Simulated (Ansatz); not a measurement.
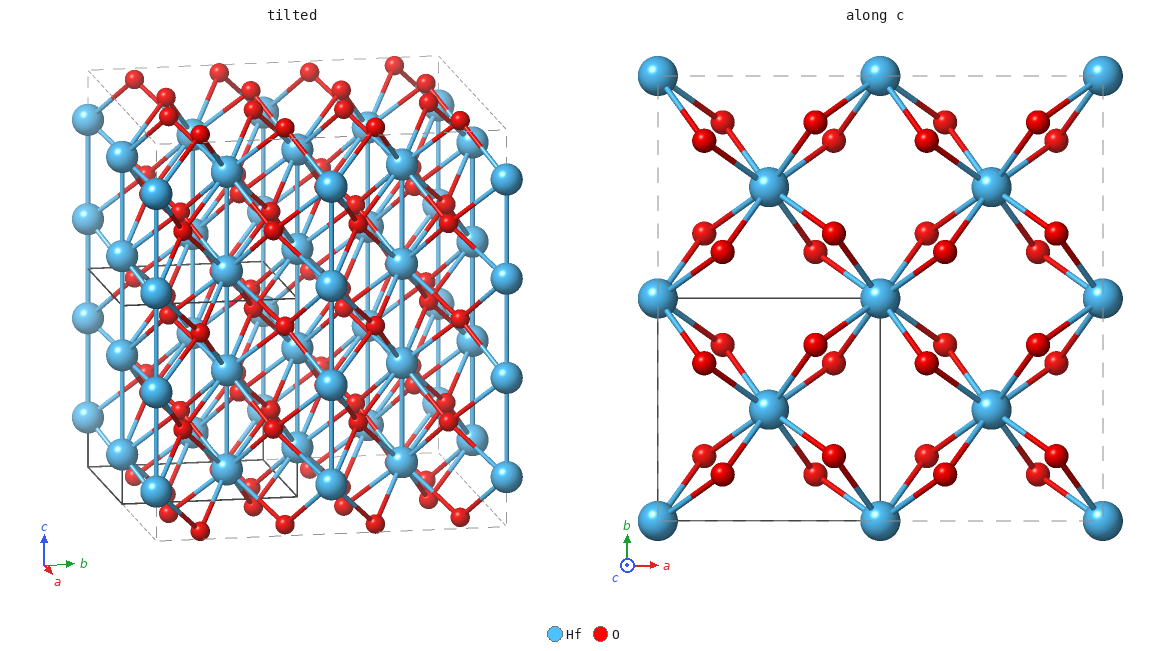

The crystal in a ball-and-stick representation, seen slightly off an axis and along the c axis. A block of 2×2×2 cells is shown, with one conventional unit cell in solid outline.

HfO₂, space group I4/mcm (No. 140), a = 4.88 Å, b = 4.88 Å, c = 5.55 Å, α = 90.00°, β = 90.00°, γ = 90.00°.

Computed with Ansatz 0.2.0, DFT PBE, scalar-relativistic, plane waves, PAW. Settings: a kinetic-energy cutoff of 420 eV, k-points about 0.18 Å⁻¹ apart, Gaussian smearing of 0.01 eV, no spin polarisation.

Question: What is the band gap, if any?

Answer: A semiconductor at this level, with a gap of 0.14 eV on the k-mesh (the true edges may lie between mesh points, so the gap can be somewhat smaller).

The model was built from a structure type filled with these elements by a generator (whether the compound takes this form wasn't checked). The geometry was optimised with DFT PBE, scalar-relativistic, plane waves, PAW (Ansatz 0.2.0).
